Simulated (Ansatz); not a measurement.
SiO2

Input file:

```
crystal:
  lattice:
    - [-3.5951982869, 3.5951982869, 6.0626238898]
    - [3.5951982869, -3.5951982869, 6.0626238898]
    - [3.5951982869, 3.5951982869, -6.0626238898]
  atoms:
    - { symbol: Si, position: [0.0, 0.0, 0.0] }
    - { symbol: Si, position: [0.7878415122, 0.9937289942, 0.2058874819] }
    - { symbol: Si, position: [0.0062710058, 0.2121584878, 0.7941125181] }
    - { symbol: Si, position: [0.4180459697, 0.2121584878, 0.2058874819] }
    - { symbol: Si, position: [0.7878415122, 0.5819540303, 0.7941125181] }
    - { symbol: O, position: [0.2607671545, 0.0790064752, 0.1817606793] }
    - { symbol: O, position: [0.9209935248, 0.1027542041, 0.1817606793] }
    - { symbol: O, position: [0.9209935248, 0.7392328455, 0.8182393207] }
    - { symbol: O, position: [0.8972457959, 0.0790064752, 0.8182393207] }
    - { symbol: O, position: [0.7335628256, 0.7335628256, 0.0] }
    - { symbol: O, position: [0.2664371744, 0.2664371744, 0.0] }
    - { symbol: O, position: [0.5665608491, 0.0665608491, 0.1331216983] }
    - { symbol: O, position: [0.9334391509, 0.0665608491, 0.5] }
    - { symbol: O, position: [0.5665608491, 0.4334391509, 0.5] }
    - { symbol: O, position: [0.9334391509, 0.4334391509, 0.8668783017] }
kpoints:
  mp_grid: { grid: [6, 6, 6] }
  band_path:
    path:
      - [0.0, 0.0, 0.0]
      - [0.0, 0.0, 0.5]
      - [0.25, 0.25, 0.25]
      - [0.0, 0.5, 0.0]
      - [0.5, 0.5, -0.5]
      - [0.3379152979, 0.6620847021, -0.3379152979]
      - [-0.3379152979, 0.3379152979, 0.3379152979]
      - [-0.1758305957, 0.1758305957, 0.5]
      - [0.5, 0.5, -0.1758305957]
    npoints: 1
hamiltonian:
  xc: r2scan
scf:
  occupations: { method: fixed }
  n_extra_bands: 7
output:
  forces: true
  stress: true
  eigenvalues: true
  write_density: true
  write_potential: true
  elf: true
  volumetric_format: npy
```

Below, planes, directions and counts refer to the conventional cell (a = 7.19 Å, b = 7.19 Å, c = 12.13 Å, α = 90.00°, β = 90.00°, γ = 90.00°).

Space group I-4m2; a structure from a database of computed crystals, not necessarily the ambient phase; started from the database structure prototype, which need not be the ambient phase.

Method: DFT, r2SCAN, plane waves, PAW in Ansatz.

The density is the valence pseudo-density of a PAW calculation; it isn't the true density close to the nuclei.

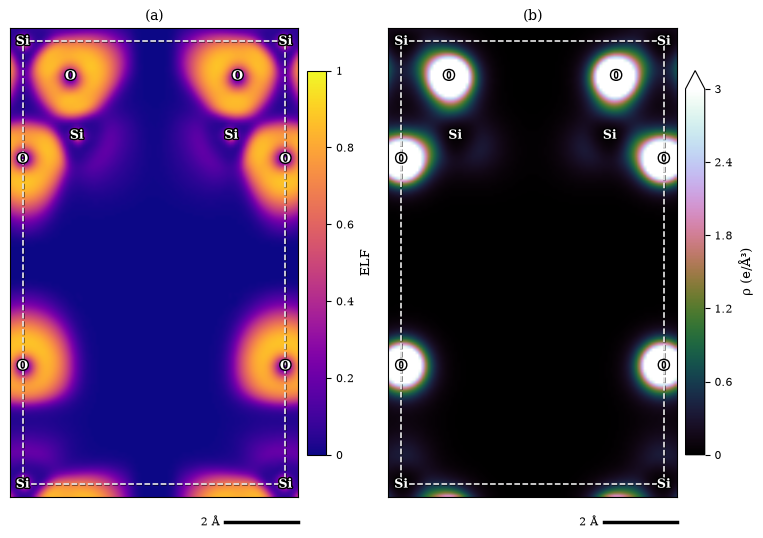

Figure 1. (a) electron localisation function; (b) valence electron density on the (010) plane of the conventional cell.

### What do the fields say about this system?

Atoms in the plane: Si and O. Si–O (1.62 Å): ρ at the midpoint is about 1.3 e/Å³; the ELF peaks at about 0.85 between the atoms, as expected for a short, strongly polar bond. The density dies away to nearly zero in the voids. The ELF also peaks beside O, away from the bonds: lone-pair regions.

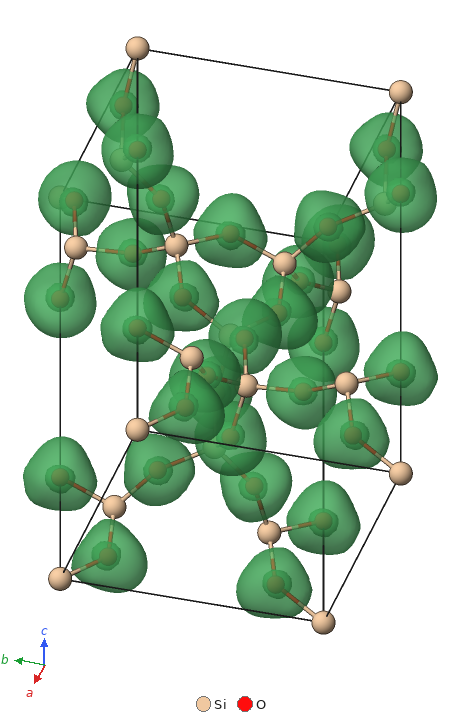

Figure 2. Isosurface of the ELF at 0.7 (green), seen at an oblique angle. Core shells and regions of very low density are left out. Sticks mark near contacts.

### Describe the localisation domains.

The ELF exceeds this value in 20 regions on O in which the atom's valence shell and bonds are merged, counted in one cell of 30 atoms. Any copies at cell faces, edges or corners count once. Profiles from the grid: Si–O (1.61 Å): the ELF peaks at about 0.85 between the atoms: a polar covalent bond.

### Does the calculation make it a metal, or give it a gap?

It is gapped, with a Kohn–Sham gap of 6.6 eV on the k-point mesh (the band edges may lie off the mesh, which would make the gap smaller).
